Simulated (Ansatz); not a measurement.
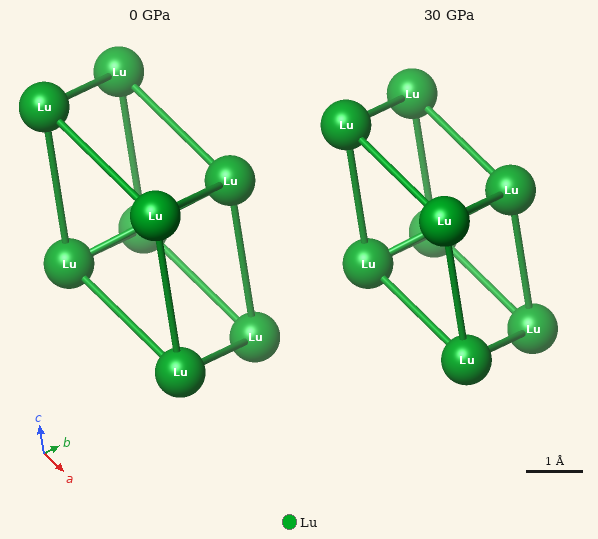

A crystal of Lu (set up in Im-3m), relaxed (cell and atoms) at several target pressures. The picture shows the first and the last member. The picture is a ball-and-stick view of the cell of the calculation, seen slightly off an axis.

Computed with Ansatz 0.2.0: PBEsol, Ansatz PAW. Set-up: plane-wave cutoff 420 eV; k-point mesh 10 × 10 × 10; occupations fermi-dirac; smearing width 0.05 eV; no spin polarisation; cell and atoms relaxed; force threshold 0.01 eV/Å.

```csv
pressure (GPa),volume (Å³/atom),a (Å)
0,27.908,3.310
2,?,?
5,25.407,3.208
10,23.554,3.128
20,21.078,3.014
30,19.377,2.931
```

### Estimate the missing row from the others, and compare with the calculation.

Murnaghan's form V = V₀(1 + B′P/B₀)^(−1/B′), with V₀ = 27.908 Å³ from the row at zero pressure, fits the other rows with B₀ = 45.7 GPa and B′ = 2.95 (largest miss 0.024 Å³). At 2 GPa it gives 27.908 × (1 + 2.95 × 2/45.7)^(−1/2.95) = 26.783 Å³ per atom. The calculation gives 26.822 Å³/atom (a = 3.266 Å). The estimate is 0.039 Å³/atom too low. From the first member to the last: Lu–Lu 3.822 → 3.384 Å, Lu–Lu 3.310 → 2.931 Å.

The whole series:

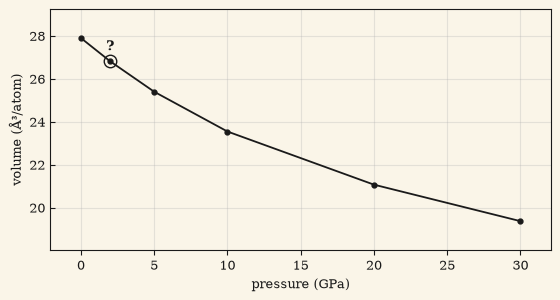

Each member starts from this one structure; whether another phase lies lower wasn't checked.
